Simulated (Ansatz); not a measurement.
# A series of single points on ZnS

System: ZnS (2 atoms in the cell).
Method: Kohn-Sham DFT of a periodic cell, r2SCAN0, Ansatz PAW, no spin polarisation (Ansatz 0.2.0).

The 5 runs differ only in the geometry, by an even scaling of the cell at fixed fractional positions. The structure derives from an entry of the Crystallography Open Database.

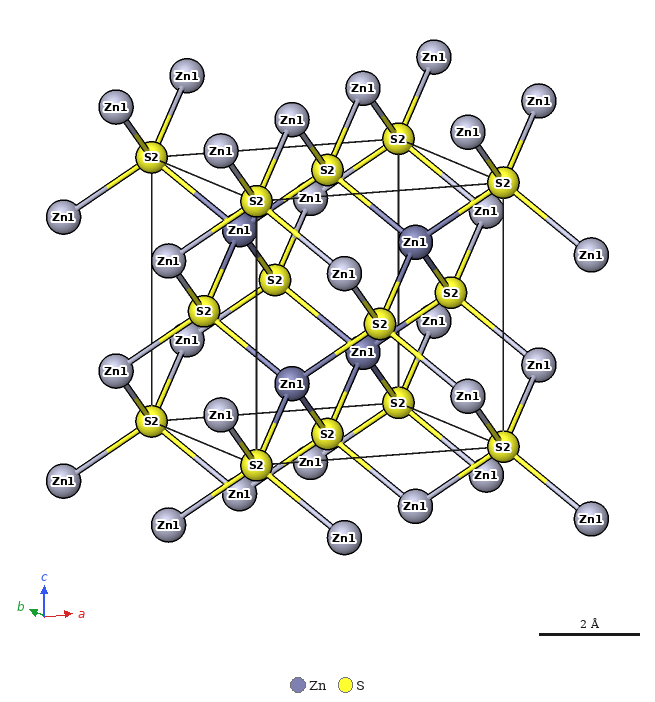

Figure 1. The structure of run 3 (ball-and-stick view of the cell 4 times as large as that of the calculation, set on its symmetry axes, seen slightly off an axis; neighbours outside the cell are drawn fainter; atoms are numbered from 1 in the order of the input).

### Input of run 3
```yaml
crystal:
  lattice:
    - [0.0, 2.6838652254, 2.6838652254]
    - [2.6838652254, 0.0, 2.6838652254]
    - [2.6838652254, 2.6838652254, 0.0]
  atoms:
    - { symbol: Zn, position: [0.75, 0.75, 0.75] }
    - { symbol: S, position: [0.0, 0.0, 0.0] }
hamiltonian:
  xc: r2scan0
  pseudopotentials: { kind: paw }
kpoints:
  mp_grid: { grid: [5, 5, 5] }
scf:
  occupations: { method: fermi_dirac, width: 0.05 }
output:
  forces: true
  stress: true
  eigenvalues: true
```

Command:
```bash
ansatz run input.yaml --threads 2 --pin off --max-ram 5632MiB --backend cpu --events-out ev --progress --plain --runs-dir out
```

Lattice vectors (Å) and fractional positions of run 3:
```
   0.000000    2.683865    2.683865
   2.683865    0.000000    2.683865
   2.683865    2.683865    0.000000
Zn  0.750000  0.750000  0.750000
S   0.000000  0.000000  0.000000
```

Run 4 differs from it as follows:
```diff
-    - [0.0, 2.6838652254, 2.6838652254]
-    - [2.6838652254, 0.0, 2.6838652254]
-    - [2.6838652254, 2.6838652254, 0.0]
+    - [0.0, 2.702, 2.702]
+    - [2.702, 0.0, 2.702]
+    - [2.702, 2.702, 0.0]
```

### Results, with one run withheld

```tsv
run	volume per atom (Å³)	free energy per atom, from the lowest run given (meV)	pressure (GPa)	gap on the mesh (eV)
1	18.543	15.44	5.16	4.67
2	18.938	5.30	3.10	4.57
3	19.332	0.00	1.24	4.46
4	19.727	?	?	?
5	20.516	8.39	−3.28	4.16
```

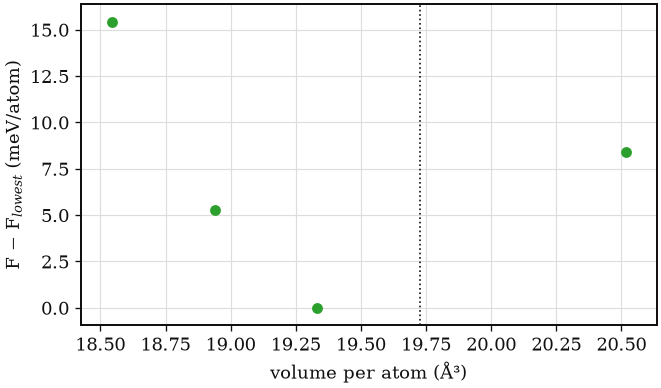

Figure 2. Free energy per atom of the runs given; the dotted line marks run 4.

What should run 4 give?

A quadratic polynomial in V^(−2/3) (the Birch–Murnaghan form), fitted to the 4 runs given, misses them by at most 0.01 meV per atom. With x = V^(−2/3) − 0.13894 Å⁻², it reads F = 0.18109 + 1765.5 x + 5.917e+05 x² (meV per atom). At run 4 it gives −1.00 meV per atom, and the run itself gives −0.96. The slope of the fit gives a pressure −dF/dV of −0.42 GPa there, and the run prints −0.43 GPa. The fit has its minimum at 19.624 Å³ per atom, where V d²F/dV² gives 81.1 GPa: the bulk modulus at this level, since symmetry fixes the shape and the positions. The gap on the mesh goes, without turning, from 4.67 eV in run 1 to 4.16 eV in run 5; run 4 has 4.36 eV. These are gaps of this functional on this mesh, which can miss the band edges; they aren't the measured gap.

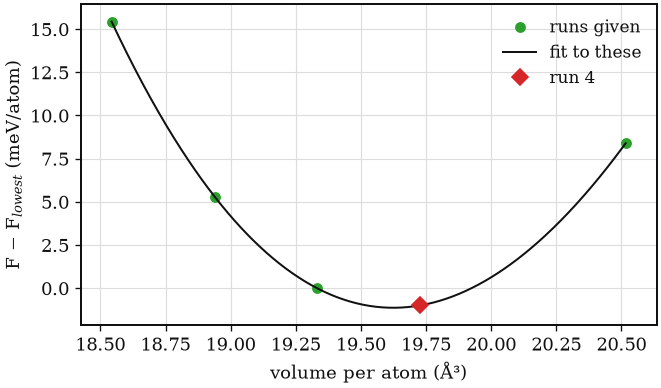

Figure 3. The fit and the withheld run.

### Output, shortened to warnings, some set-up lines, iterations and results (run 4)
```
Warning: output.stress: scf.convergence.dr2_threshold = 1e-7 eV (the SCF's general default) is looser than the 2e-10 eV advised for a printed stress (1e-10 eV for each atom of the cell: 2). What an SCF threshold leaves in a stress goes as its square root, and in the free energy as the threshold itself, and one threshold admits the most on a small cell: of the crystals measured, under no hybrid …
Warning: output.stress: scf.exx.energy_threshold = 1e-6 eV is looser than the 2e-8 eV advised for a stress under a hybrid functional (1e-8 eV for each atom of the cell: 2). Every SCF of the exchange loop can meet its threshold on dr2 while the loop round them stops early: no threshold on dr2 bounds what that leaves in the stress. Set scf.exx.energy_threshold to 2e-8 eV or tighter. The threshold …
Basis set: ecut = 500 eV, 965 PW (Γ), exchange–correlation on 120×120×120 points (64 copies of the dense FFT grid, shifted against one another)
Symmetry: 24 space group operations
k-points: 10 of 125 (time reversal used)
Initial density: superposition of atomic densities (neutral atoms: chi_scale 0, normalization atom), corrected by the library's trained network
[...]
SCF iter   1: F=—  HF=-4233.448955 eV  |F-HF|=—  |Δ(HF+E_count)|=         —  Δρ=1.67e-2  dr2=5.50e-2  dr2_τ=6.46e-3  ethr=1.77e-3  ⟨swp⟩=11.7  Hψ=716  notcnv=0
SCF iter   2: F=—  HF=-4233.448519 eV  |F-HF|=—  |Δ(HF+E_count)|=   4.36e-4  Δρ=5.21e-3  dr2=1.08e-2  dr2_τ=4.07e-4  ethr=3.06e-4  ⟨swp⟩=4.1  Hψ=436  notcnv=0
SCF iter   3: F=—  HF=-4233.442061 eV  |F-HF|=—  |Δ(HF+E_count)|=   6.46e-3  Δρ=3.03e-3  dr2=1.52e-3  dr2_τ=9.09e-6  ethr=5.98e-5  ⟨swp⟩=4.0  Hψ=387  notcnv=0
SCF iter   4: F=-4233.442368 eV  HF=-4233.442429 eV  |F-HF|=6.13e-5  |Δ(HF+E_count)|=   3.68e-4  Δρ=4.32e-4  dr2=9.16e-5  dr2_τ=2.47e-6  ethr=4.44e-7  ⟨swp⟩=3.0  Hψ=497  …
SCF 1 stopped early in 4 iterations: F = -4233.442368 eV  dr2 = 9.16e-5
[... 7 lines ...]
SCF iter   1: F=—  HF=-4231.881656 eV  |F-HF|=—  |Δ(HF+E_count)|=         —  Δρ=6.63e-5  dr2=1.00e-6  dr2_τ=6.10e-9  ethr=9.23e-7  ⟨swp⟩=4.1  Hψ=318  notcnv=0
SCF iter   2: F=—  HF=-4231.881657 eV  |F-HF|=—  |Δ(HF+E_count)|=   1.53e-7  Δρ=1.05e-5  dr2=1.80e-7  dr2_τ=2.90e-9  ethr=4.84e-9  ⟨swp⟩=4.0  Hψ=335  notcnv=0
SCF iter   3: F=—  HF=-4231.881657 eV  |F-HF|=—  |Δ(HF+E_count)|=   5.77e-7  Δρ=1.25e-5  dr2=7.66e-8  dr2_τ=1.99e-9  ethr=2.17e-10  ⟨swp⟩=3.9  Hψ=385  notcnv=0
SCF iter   4: F=-4231.881657 eV  HF=-4231.881657 eV  |F-HF|=5.97e-10  |Δ(HF+E_count)|=   1.75e-8  Δρ=2.82e-6  dr2=3.82e-9  dr2_τ=9.07e-11  ethr=2.17e-10  ⟨swp⟩=3.0  Hψ=259  …
SCF 3 converged in 4 iterations: F = -4231.881657 eV  dr2 = 3.82e-9
  Residual-converged pass: ⟨swp⟩=3.1  Hψ=299  notcnv=0  max |occ|·‖R‖ = 2.3e-6 eV (tolerance 2.4e-6 eV)  dr2=3.95e-9  dr2_τ=1.02e-10  dr2_onsite=8.15e-10  max |Δocc| = 0.0e0
hybrid outer 2: dexx = +6.397e-7 eV, tail = 1.71e-8 eV, Δε = 6.72e-3 eV (about 2.42e-4 eV left of the loop's levels)
hybrid SCF converged: 2 outer / 10 inner (+4 warm-up), last move |dexx| = 6.40e-7 eV, tail = 1.71e-8 eV
Stability not checked: this state was not tested for a lower state beside it, because the functional holds exact exchange (a hybrid, or Hartree-Fock), whose exchange loop this test does not read (fock_operator; see scf.lower_state_search)
Free energy (F): -4231.881657 eV
Frozen-core exchange: fock
Harris-Foulkes:  -4231.881657 eV  (|F-HF|=5.97e-10)
Internal energy: -4231.881657 eV  (E = F + TS)
E sigma→0 (E₀):  -4231.881657 eV
Fermi energy:    6.715441 eV
--- Per-component energies (eV) ---
  E_band       = -39.939329
  E_kinetic    = 237.230746
  E_local      = -2054.746648  (includes V_loc(G=0)·N_el)
  E_nonlocal   = 650.254033
  E_hartree    = 865.754818
  E_xc         = -166.633910
  E_vxc        = -112.668094  (∫ρ·V_xc dr)
  E_exx        = -60.796119  (= α·E_x^exact, valence–valence)
  E_paw        = -2449.848853  (= ΣΔE_a)
  E_vpaw       = -374.526730  (= ΣTr[D̂ρ^β])
  E_aug_tail   = -0.000055  (compensation charges beyond the density's cutoff)
  E_vtau       = 4.598549  (kinetic-family band-sum trace: ∫τ·v_τ [+ j·A + Jᵃ·Aᵃ] dr)
  E_ewald      = -1253.379294
  E_core_change = 0.283627  (= ΣΔE_core)
  E_smearing   = -0.000000  (= −TS)
  E_closure    = -0.000002  (closes the sum)
  Σ components = -4231.881657   (vs F -4231.881657, Δ=0.00e0)
--- Forces (eV/Å), atoms counted from 1 ---
  atom   1  Zn     0.00000000    -0.00000000     0.00000000
  atom   2  S     -0.00000000     0.00000000     0.00000000
  max |Σ_I F_I| component: 6.48e-17 eV/Å
--- Stress (GPa, compression-positive) ---
       -0.428257      -0.000000      -0.000000
        0.000000      -0.428257       0.000000
       -0.000000       0.000000      -0.428257
  P = ⅓ Tr σ = -0.4283 GPa (-4.283 kbar)
```

The program warns: the exchange loop's threshold is looser than advised for the stress; the SCF threshold is looser than advised for the printed stress.
